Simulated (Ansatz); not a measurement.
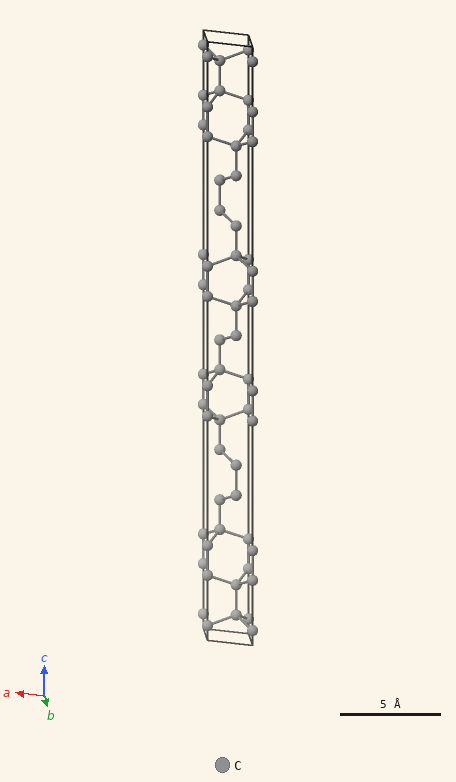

Figure 1. The structure as given in the input (ball-and-stick view of the cell 3 times as large as that of the calculation, set on its symmetry axes, seen at an oblique angle). An atom can appear more than once, as a periodic image. Near neighbours in the periodic cell (some may lie outside the picture): C has 4 C at 1.54 to 1.56 Å.

## C: single-point calculation

C (R-3m, 10 atoms in the cell), computed with DFT, PBEsol, plane waves, PAW, no spin polarisation (Ansatz 0.2.0).

The structure derives from an entry of the Crystallography Open Database.

The program's output
```
Warning: scf.convergence.dr2_threshold = 1e-5 eV is looser than this run's default, which is 1e-7 eV or tighter. The error in the forces grows as the threshold's square root, so leave the key out unless less accurate forces are enough
Warning: output.stress: scf.convergence.dr2_threshold = 1e-5 eV is looser than the 1e-9 eV advised for a printed stress (1e-10 eV for each atom of the cell: 10). What an SCF threshold leaves in a stress goes as its square root, and in the free energy as the threshold itself, and one threshold admits the most on a small cell: of the crystals measured, under no hybrid functional and no lock of the moments, on runs that ended without the residual-converged pass, on stresses that held no estimate of that error, the worst erred by over 100 MPa in a component at 1e-7 eV an atom and by under 5 at 1e-10. Set scf.convergence.dr2_threshold to 1e-9 eV or tighter. The threshold is an SCF's pass mark: one that does not reach it within its budget of iterations ends unconverged, or closes short of it on a stop that the run arms, and scf.convergence.dr2_threshold's page says what that costs each kind of run
basis.fft_grid_basis auto: the FFT boxes are laid along the combinations [[1, 0, -1], [0, 1, -1], [0, 0, 1]] of the cell's own vectors, 2.507, 2.507 and 10.418 Å long. The dense box has 18×18×72 points. Along the cell's own vectors, as sized, it would have 72×72×72, 16.00 times as many. Of the 12 symmetry operations that the crystal satisfies within crystal.symmetry.tolerance (time reversal apart; of a slab, those that keep its plane) the dense box along the cell's own vectors carries 12, and the one as laid loses 8 of those. basis.fft_grid_basis: typed keeps the cell's own vectors: state it where this run's energies or levels are differenced outside the engine with another run's, or held beside a run that keeps those vectors.
Engine: ansatz 0.2.0, x86_64-unknown-linux-gnu
Pseudopotentials: kind: paw
Pseudopotential: C, paw, valence charge 4, recommended cutoff 420 eV (normal), C.paw.azcp
Functional definition: PBEsol
  exchange = pbesol_x
  correlation = pbesol_c
Crystal: 10 atoms, lattice volume = 56.146 Å³
Basis set: ecut = 420 eV, 1109 PW (Γ), FFT grids on a1−a3, a2−a3, a3, exchange–correlation on 36×36×144 points (8 copies of the dense FFT grid, shifted against one another)
Bands: 30, of which v1, the nominal top of the filled ones, is band 20 counted from 1 (19 counted from 0)
Symmetry: 12 space group operations
Space group: R-3m (ITA 166), of the structure as read, at distance tolerance 3.8e-5 Å
k-points: 189 of 1728
Non-local potential: C, projectors of the file, l = 0: 2, l = 1: 2, l = 2: 1
PAW form: soft (Blöchl's): semilocal exchange-correlation on the pseudo side does not see the compensation charge
PAW frozen core: C, regenerated for the run's functional, and the local potential with it (the file was generated under x = pbe(κ = 0.804, μ = 0.2195149727645171), c = pbe(β = 0.06672455060314922))
PAW one-centre angular grid: C, 110 points (default); XC on 64 Gauss nodes
Initial density: superposition of atomic densities (neutral atoms: chi_scale 0, normalization atom), corrected by the library's trained network
Initial wavefunctions: pseudopotential atomic-orbital guess
Functional: x = pbesol(κ = 0.804, μ = 0.12345679012345678), c = pbesol(β = 0.046)
SCF iter   1: F=—  HF=-2466.621585 eV  |F-HF|=—  |Δ(HF+E_count)|=         —  Δρ=7.01e-3  dr2=2.41e-2  ethr=1.77e-3  ⟨swp⟩=6.1  Hψ=26637  notcnv=0  defer=29
preconditioner: auto → none  [insulator: Δε(μ)=4.357 eV  Ē_g=17.078 eV  σ=0.020 eV  W_gap=1.00  n_scr=8 (ndim 8)  ℏωp=31.3 eV  f_vac=0.000  D(μ)=0.00/eV (n_scr^D=0)  ε∞_Penn≈4.4]
SCF iter   2: F=—  HF=-2466.614137 eV  |F-HF|=—  |Δ(HF+E_count)|=   7.45e-3  Δρ=2.71e-3  dr2=3.11e-3  ethr=6.02e-5  ⟨swp⟩=2.8  Hψ=12096  notcnv=0  defer=659
SCF iter   3: F=—  HF=-2466.613336 eV  |F-HF|=—  |Δ(HF+E_count)|=   8.01e-4  Δρ=4.59e-4  dr2=1.80e-4  ethr=7.79e-6  ⟨swp⟩=2.5  Hψ=9534  notcnv=0  defer=470
automatic band count: iteration 3 solves 29 bands in place of 30: the levels show a gap, and the empty bands left out lie too high to hold charge; the band table lists the bands solved (type scf.n_extra_bands for more)
iter 4 did not close the SCF: its close was put off for the readings that it lacked (scf_convergence_deferred on its scf_iter line)
SCF iter   4: F=-2466.613301 eV  HF=-2466.613299 eV  |F-HF|=2.09e-6  |Δ(HF+E_count)|=   3.75e-5  Δρ=1.53e-4  dr2=4.01e-6  ethr=4.49e-7  ⟨swp⟩=2.0  Hψ=7370  notcnv=0  defer=470
iter 5 did not close the SCF: its close was put off for the readings that it lacked (scf_convergence_deferred on its scf_iter line)
SCF iter   5: F=-2466.613301 eV  HF=-2466.613301 eV  |F-HF|=2.26e-8  |Δ(HF+E_count)|=   2.64e-6  Δρ=1.38e-5  dr2=6.50e-8  ethr=1.00e-8  ⟨swp⟩=2.8  Hψ=8866  notcnv=0  defer=470
SCF iter   6: F=-2466.613301 eV  HF=-2466.613301 eV  |F-HF|=5.83e-10  |Δ(HF+E_count)|=  2.92e-10  Δρ=3.58e-6  dr2=2.40e-9  ethr=1.63e-10  ⟨swp⟩=4.9  Hψ=18175  notcnv=0
SCF 1 converged in 6 iterations: F = -2466.613301 eV  dr2 = 2.40e-9
  greatest PAW one-centre occupation: 0.644 electrons in one spin orbital (limit 2), on the C atom at site 3 (counted from 0), in its partial waves of l = 0
```

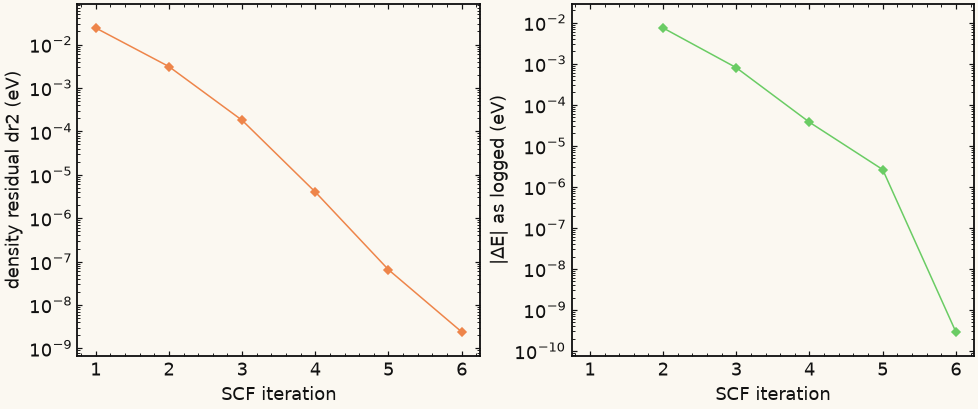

Figure 2. Convergence of the self-consistent field: density residual dr2 and size of the energy change against the SCF iteration. The residual falls at every step.

```
SCF converged after 6 iterations
Free energy (F): -2466.613301 eV
Harris-Foulkes:  -2466.613301 eV  (|F-HF|=5.83e-10)
Internal energy: -2466.613301 eV  (E = F + TS)
E sigma→0 (E₀):  -2466.613301 eV
Fermi energy:    15.775868 eV
--- Per-component energies (eV) ---
  E_band       = 176.128011
  E_kinetic    = 923.035574
  E_local      = -606.470703  (includes V_loc(G=0)·N_el)
  E_nonlocal   = 267.596510
  E_hartree    = 131.771153
  E_xc         = -484.587903
  E_vxc        = -603.462353  (∫ρ·V_xc dr)
  E_paw        = -953.569126  (= ΣΔE_a)
  E_vpaw       = -68.113249  (= ΣTr[D̂ρ^β])
  E_aug_tail   = 0.000088  (compensation charges beyond the density's cutoff)
  E_ewald      = -1744.599899
  E_core_change = 0.211005  (= ΣΔE_core)
  E_smearing   = -0.000000  (= −TS)
  E_closure    = -0.000000  (closes the sum)
  Σ components = -2466.613301   (vs F -2466.613301, Δ=0.00e0)
--- Forces (eV/Å), atoms counted from 1 ---
  atom   1  C     -0.00000000    -0.00000000    -0.00020845
  atom   2  C      0.00000000     0.00000000     0.00020845
  atom   3  C     -0.00000000    -0.00000000    -0.00000427
  atom   4  C      0.00000000     0.00000000     0.00000427
  atom   5  C      0.00000000     0.00000000     0.00017691
  atom   6  C     -0.00000000    -0.00000000    -0.00017691
  atom   7  C      0.00000000    -0.00000000    -0.00018760
  atom   8  C     -0.00000000     0.00000000     0.00018760
  atom   9  C      0.00000000     0.00000000     0.00019251
  atom  10  C     -0.00000000    -0.00000000    -0.00019251
  max |Σ_I F_I| component: 9.25e-18 eV/Å
--- Stress (GPa, compression-positive) ---
       -0.002266       0.000000       0.000000
        0.000000      -0.002266       0.000000
        0.000000       0.000000       0.001469
  P = ⅓ Tr σ = -0.0010 GPa (-0.010 kbar)
--- Band table (eV; the first three rows and the last of 189) ---
  k-point 0: bands = ["-8.1967", "-7.1306", "-7.0585", "-3.9332", "-3.9130", "1.8571", "1.8836", "8.4409", "8.4797", "10.8132", "10.8132", "10.8289", "10.8289", "12.1765", "12.1765", "12.2671", "12.2671", "13.3927", "13.5840", "13.5840", "18.9056", "18.9056", "19.0516", "20.3423", "20.3423", "20.7991", "20.7991", "20.9876", "21.3424"]
  k-point 1: bands = ["-8.0226", "-6.9927", "-6.8517", "-3.8692", "-3.6500", "1.8578", "2.1765", "8.3201", "8.6918", "9.8838", "10.0602", "10.4057", "10.4899", "11.2406", "11.6488", "11.8292", "12.0141", "12.8336", "13.1300", "13.3090", "19.0288", "19.3084", "19.3558", "20.1392", "20.7638", "20.8163", "21.2291", "21.4071", "21.7903"]
  k-point 2: bands = ["-7.5021", "-6.5328", "-6.2817", "-3.4872", "-3.0570", "2.1354", "2.7484", "7.7640", "8.1016", "8.2470", "8.8973", "9.3239", "9.5526", "9.6698", "10.0900", "11.0660", "11.1122", "11.3215", "12.4625", "12.6309", "18.8541", "19.3805", "19.9788", "20.2395", "20.7062", "21.4486", "21.9723", "22.3018", "22.3339"]
  k-point 188: bands = ["-7.9359", "-7.9042", "-5.7711", "-5.7073", "-2.3928", "-0.1203", "4.9934", "5.0630", "10.6280", "10.6280", "11.3508", "11.3508", "11.4081", "11.4081", "11.6927", "11.7099", "13.1062", "13.1062", "13.1540", "13.1540", "19.3982", "19.3982", "19.5021", "19.5021", "19.9514", "20.0139", "21.3207", "21.3207", "21.6579"]
```

The run was set up as follows.

The input
```yaml
crystal:
  lattice:
    - [1.2534231687, 0.7236642039, 10.3165783492]
    - [-1.2534231687, 0.7236642039, 10.3165783492]
    - [0.0, -1.4473284077, 10.3165783492]
  atoms:
    - { symbol: C, position: [0.0248215789, 0.0248215789, 0.0248215789] }
    - { symbol: C, position: [0.9751784211, 0.9751784211, 0.9751784211] }
    - { symbol: C, position: [0.1086886328, 0.1086886328, 0.1086886328] }
    - { symbol: C, position: [0.8913113672, 0.8913113672, 0.8913113672] }
    - { symbol: C, position: [0.158365367, 0.158365367, 0.158365367] }
    - { symbol: C, position: [0.841634633, 0.841634633, 0.841634633] }
    - { symbol: C, position: [0.374863656, 0.374863656, 0.374863656] }
    - { symbol: C, position: [0.625136344, 0.625136344, 0.625136344] }
    - { symbol: C, position: [0.4253184939, 0.4253184939, 0.4253184939] }
    - { symbol: C, position: [0.5746815061, 0.5746815061, 0.5746815061] }
basis:
  ecutwfc: 420
kpoints:
  mp_grid: { grid: [12, 12, 12] }
hamiltonian:
  xc: pbesol
scf:
  occupations: { method: gaussian, width: 0.02 }
  convergence: { dr2_threshold: 1.0e-05 }
output:
  forces: true
  eigenvalues: true
  stress: true
```

Run as:
```bash
ansatz run input.yaml --threads 2 --pin off --max-ram 5120MiB --backend cpu --events-out ev --progress --plain --runs-dir out
```

Results in brief

```json
{"quantity": "outcome", "value": "converged"}
{"quantity": "space group (tolerance 0.01 Å)", "value": "R-3m (166)"}
{"quantity": "electrons treated", "value": "40"}
{"quantity": "free energy", "value": "−2466.6133 eV"}
{"quantity": "Fermi energy", "value": "15.776 eV"}
{"quantity": "gap on the k-point mesh", "value": "4.38 eV"}
{"quantity": "pressure", "value": "0.00 GPa"}
{"quantity": "largest force (length of the vector)", "value": "under 0.001 eV/Å"}
{"quantity": "hardware", "value": "2 threads of Intel Xeon (Granite Rapids), 32 GiB of memory available, shared host"}
{"quantity": "wall time", "value": "3.9 s (CPU time 7.6 s)"}
{"quantity": "peak memory", "value": "0.53 GiB"}
```

Notes

Settings chosen away from the usual ones: scf.convergence.dr2_threshold set to 1e-05. These settings are looser than, or depart from, a standard set-up, so the numbers are not reference values for this system. Warnings of the run: the SCF threshold is loose for the printed forces; the SCF threshold is looser than advised for the printed stress. So coarse a mesh can miss the band edges, so the true gap of this method can be much smaller, or zero.
